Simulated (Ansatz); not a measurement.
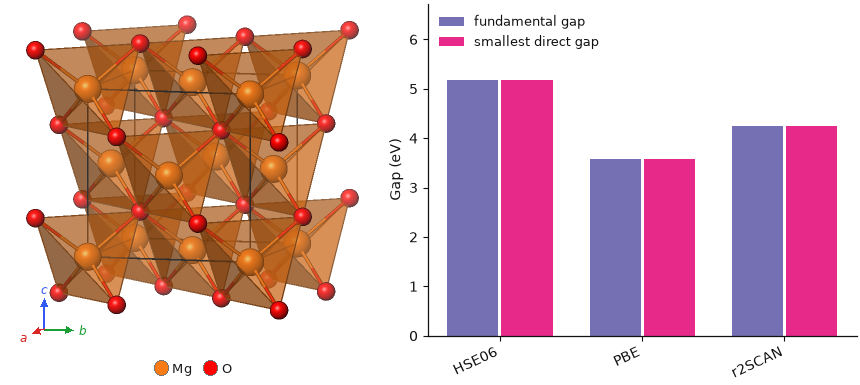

Gaps of MgO, space group F-43m, 2 atoms in the cell, zincblende type, hydrostatic strain +0.5%, at several levels of theory on one cell (Ansatz, plane waves and PAW; edges over the mesh and the special points).

### How does the gap depend on the level, and does its kind change?

In rising order: PBE 3.57 eV, r2SCAN 4.25 eV and HSE06 5.17 eV. It is direct at every level.
